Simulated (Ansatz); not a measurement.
## A series of single points on TiAl

System: TiAl (2 atoms in the cell).
Method: DFT PBEsol, scalar-relativistic, plane waves, PAW, no spin polarisation (Ansatz 0.2.0).

The 8 runs differ only in the geometry, by a shift of atoms along one path in a fixed cell. The shift s is measured from run 5: Al2 moves along the Cartesian direction (0.00, 1.00, 0.00), and Ti1 with it in fixed proportion. The structure derives from a Materials Project entry.

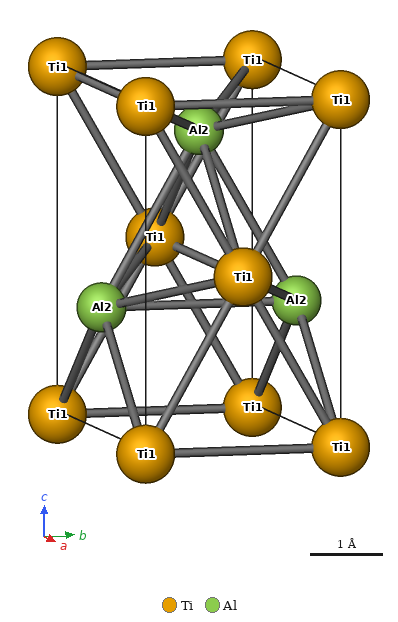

Figure 1. The structure of run 5 (ball-and-stick view of the cell 2 times as large as that of the calculation, set on its symmetry axes, seen slightly off an axis; atoms are numbered from 1 in the order of the input). An atom can appear more than once, as a periodic image.

### Input of run 5
```yaml
crystal:
  lattice:
    - [2.8478212847, 0.0, 0.0]
    - [-1.4239106423, 2.466285578, 0.0]
    - [0.0, 0.0, 4.6199447394]
  atoms:
    - { symbol: Ti, position: [-0.0114276555, -0.022855311, 0.0] }
    - { symbol: Al, position: [0.3536067358, 0.7072134715, 0.5] }
basis:
  ecutwfc: 420
kpoints:
  mp_grid: { grid: [24, 24, 14] }
hamiltonian:
  xc: pbesol
scf:
  occupations: { method: gaussian, width: 0.15 }
output:
  forces: true
  stress: true
  eigenvalues: true
```

Command:
```bash
ansatz run input.yaml --threads 2 --pin off --max-ram 5120MiB --backend cpu --events-out ev --progress --plain --runs-dir out
```

Lattice vectors (Å) and fractional positions of run 5:
```
   2.847821    0.000000    0.000000
  -1.423911    2.466286    0.000000
   0.000000    0.000000    4.619945
Ti -0.011428 -0.022855  0.000000
Al  0.353607  0.707213  0.500000
```

Run 2 differs from it as follows:
```diff
-    - { symbol: Ti, position: [-0.0114276555, -0.022855311, 0.0] }
-    - { symbol: Al, position: [0.3536067358, 0.7072134715, 0.5] }
+    - { symbol: Ti, position: [0.0171414833, 0.0342829666, 0.0] }
+    - { symbol: Al, position: [0.3029232297, 0.6058464594, 0.5] }
```

### Results, with one run withheld

```csv
run,shift s of Al2 (Å),"free energy per atom, from the lowest run given (meV)",pressure (GPa),force along the path (eV/Å)
1,−0.3000,60.12,1.08,1.351
2,−0.2500,?,?,?
3,−0.2000,11.49,0.27,0.609
4,−0.0500,0.00,0.07,−0.232
5,0.0000,8.15,0.22,−0.410
6,0.0500,20.04,0.43,−0.532
7,0.0750,26.95,0.55,−0.571
8,0.1000,34.27,0.68,−0.598
```

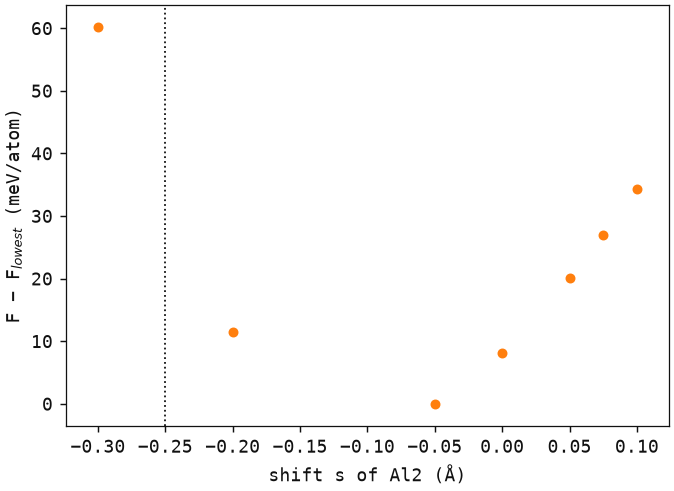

Figure 2. Free energy per atom of the runs given; the dotted line marks run 2.

Estimate the energy of run 2 from the others.

A cubic polynomial in the coordinate, fitted to the 7 runs given, misses them by at most 0.16 meV per atom. With x = s + 0.0464, it reads F = 0.58043 + 119.69 x + 993.15 x² − 1596.9 x³ (meV per atom). At run 2 it gives 30.86 meV per atom, and the run itself gives 31.15. The slope of the fit gives a force −dF/ds of 0.967 eV/Å along the path (summed over the atoms that move), and the printed forces give 0.969 eV/Å. The fit has its minimum at s = −0.0998 Å.

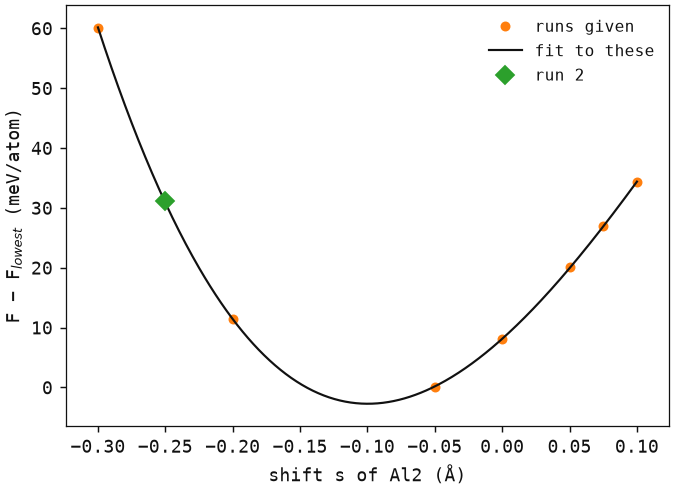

Figure 3. The fit and the withheld run.

### Output, shortened to warnings, some set-up lines, iterations and results (run 2)
```
Basis set: ecut = 420 eV, 627 PW (Γ), exchange–correlation on 40×40×64 points (8 copies of the dense FFT grid, shifted against one another)
Symmetry: 4 space group operations
k-points: 1256 of 8064 (time reversal used)
Initial density: superposition of atomic densities (neutral atoms: chi_scale 0, normalization atom), corrected by the library's trained network
[...]
SCF iter   1: F=—  HF=-2998.903405 eV  |F-HF|=—  |Δ(HF+E_count)|=         —  Δρ=9.94e-3  dr2=4.74e-2  ethr=1.77e-3  ⟨swp⟩=5.0  Hψ=75889  notcnv=0
SCF iter   2: F=—  HF=-2998.898149 eV  |F-HF|=—  |Δ(HF+E_count)|=   5.26e-3  Δρ=6.27e-3  dr2=2.29e-2  ethr=3.16e-4  ⟨swp⟩=1.0  Hψ=25120  notcnv=0
SCF iter   3: F=—  HF=-2998.894369 eV  |F-HF|=—  |Δ(HF+E_count)|=   3.78e-3  Δρ=1.20e-3  dr2=1.03e-3  ethr=1.53e-4  ⟨swp⟩=1.9  Hψ=16938  notcnv=0
SCF iter   4: F=—  HF=-2998.894108 eV  |F-HF|=—  |Δ(HF+E_count)|=   2.61e-4  Δρ=3.02e-4  dr2=1.47e-5  ethr=6.85e-6  ⟨swp⟩=2.3  Hψ=20325  notcnv=0
SCF iter   5: F=—  HF=-2998.894062 eV  |F-HF|=—  |Δ(HF+E_count)|=   4.63e-5  Δρ=4.10e-5  dr2=3.95e-7  ethr=9.78e-8  ⟨swp⟩=2.7  Hψ=24315  notcnv=0
SCF iter   6: F=-2998.894062 eV  HF=-2998.894062 eV  |F-HF|=5.89e-9  |Δ(HF+E_count)|=   6.63e-8  Δρ=6.82e-6  dr2=9.07e-9  ethr=6.67e-10  ⟨swp⟩=5.3  Hψ=63289  notcnv=0
SCF 1 converged in 6 iterations: F = -2998.894062 eV  dr2 = 9.07e-9
SCF converged after 6 iterations
Free energy (F): -2998.894062 eV
Harris-Foulkes:  -2998.894062 eV  (|F-HF|=5.89e-9)
Internal energy: -2998.865371 eV  (E = F + TS)
E sigma→0 (E₀):  -2998.879716 eV
Entropy (-TS):   -0.028690 eV (-14.345 meV/atom)
Fermi energy:    10.691811 eV
--- Per-component energies (eV) ---
  E_band       = -164.557723
  E_kinetic    = 296.385339
  E_local      = -1143.050784  (includes V_loc(G=0)·N_el)
  E_nonlocal   = 20.130241
  E_hartree    = 493.879399
  E_xc         = -136.639974
  E_vxc        = -151.351525  (∫ρ·V_xc dr)
  E_paw        = -1477.517584  (= ΣΔE_a)
  E_vpaw       = -174.427405  (= ΣTr[D̂ρ^β])
  E_aug_tail   = 0.000111  (compensation charges beyond the density's cutoff)
  E_ewald      = -1052.210643
  E_core_change = 0.158523  (= ΣΔE_core)
  E_smearing   = -0.028690  (= −TS)
  E_closure    = 0.000000  (closes the sum)
  Σ components = -2998.894062   (vs F -2998.894062, Δ=0.00e0)
--- Forces (eV/Å), atoms counted from 1 ---
  atom   1  Ti    -0.00000000    -0.61967023    -0.00000000
  atom   2  Al     0.00000000     0.61973054     0.00000000
  max |Σ_I F_I| component: 6.03e-5 eV/Å
--- Stress (GPa, compression-positive) ---
       -3.489878       0.000000       0.000000
        0.000000       3.457484       0.000000
        0.000000       0.000000       1.828807
  P = ⅓ Tr σ = 0.5988 GPa (5.988 kbar)
```
